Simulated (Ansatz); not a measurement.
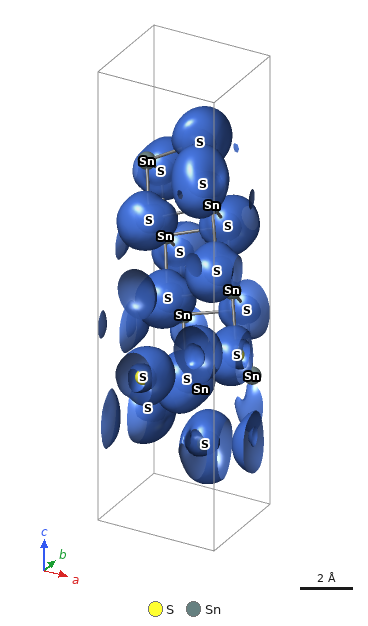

SnS$_{2}$ (slab). Isosurface of the ELF at 0.75 (blue), seen slightly off an axis. Core shells and regions of very low density are left out. Sticks mark near contacts.

Computed with DFT PBEsol, scalar-relativistic, plane waves, PAW (Ansatz 0.2.0).

Input

```
crystal:
  lattice:
    - [6.3242618826, 0.0, 0.0]
    - [-3.1621309413, 6.3279951017, 0.0]
    - [0.0, 0.0, 26.3385551397]
  atoms:
    - { symbol: S, position: [0.0135507999, 0.6937682665, 0.2847536609] }
    - { symbol: Sn, position: [0.4583824816, 0.9167649631, 0.3008971239] }
    - { symbol: S, position: [0.9032141633, 0.1397616598, 0.3170405869] }
    - { symbol: S, position: [0.4719332815, 0.6105332296, 0.3511212863] }
    - { symbol: Sn, position: [0.9167649631, 0.8335299263, 0.3672647493] }
    - { symbol: S, position: [0.3615966448, 0.056526623, 0.3834082122] }
    - { symbol: S, position: [0.930315763, 0.5272981928, 0.4174889117] }
    - { symbol: Sn, position: [0.3751474447, 0.7502948894, 0.4336323746] }
    - { symbol: S, position: [0.8199791264, 0.9732915861, 0.4497758376] }
    - { symbol: S, position: [0.3886982446, 0.4440631559, 0.483856537] }
    - { symbol: Sn, position: [0.8335299263, 0.6670598526, 0.5] }
    - { symbol: S, position: [0.278361608, 0.8900565493, 0.516143463] }
    - { symbol: S, position: [0.8470807262, 0.3608281191, 0.5502241624] }
    - { symbol: Sn, position: [0.2919124079, 0.5838248157, 0.5663676254] }
    - { symbol: S, position: [0.7367440896, 0.8068215124, 0.5825110883] }
    - { symbol: S, position: [0.3054632078, 0.2775930822, 0.6165917878] }
    - { symbol: Sn, position: [0.7502948894, 0.5005897789, 0.6327352507] }
    - { symbol: S, position: [0.1951265711, 0.7235864756, 0.6488787137] }
    - { symbol: S, position: [0.7638456893, 0.1943580453, 0.6829594131] }
    - { symbol: Sn, position: [0.208677371, 0.417354742, 0.6991028761] }
    - { symbol: S, position: [0.6535090527, 0.6403514387, 0.7152463391] }
basis:
  ecutwfc: 420
kpoints:
  mp_grid: { grid: [5, 4, 1] }
hamiltonian:
  xc: pbesol
scf:
  occupations: { method: gaussian, width: 0.05 }
output:
  forces: true
  eigenvalues: true
  write_density: true
  write_potential: true
  elf: true
  volumetric_format: npy
relax:
  adjacent_minimum: "off"
  f_tol: 0.02
  max_steps: 60
efield:
  axis: 3
  dipole_correction: true
  ramp_width: 0.04
```

Launched as:

```sh
ansatz run input.yaml --threads 2 --pin off --max-ram 5120MiB --backend cpu --events-out ev --progress --plain --runs-dir out
```

The fields are those of the run's last geometry, not of the input's.

Describe the localisation domains.

Answer. The surface consists of 14 regions wrapped around S (the valence shell of each), counted in one cell of 21 atoms. Counts are for one cell; the picture repeats the cell along the surface. Along the contacts the grid gives the following. Sn–S (2.35 Å): the ELF peaks at about 0.80 in the valence shell of S, 0.9 Å from its nucleus, and is about 0.55 at the midpoint. Sn–S (2.47 Å): the ELF peaks at about 0.85 in the valence shell of S, 0.8 Å from its nucleus, and is about 0.55 at the midpoint.

Does the calculation make it a metal, or give it a gap?

Answer. It is gapped, with a Kohn–Sham gap of 1.3 eV on the k-point mesh (the band edges may lie off the mesh, which would make the gap smaller).
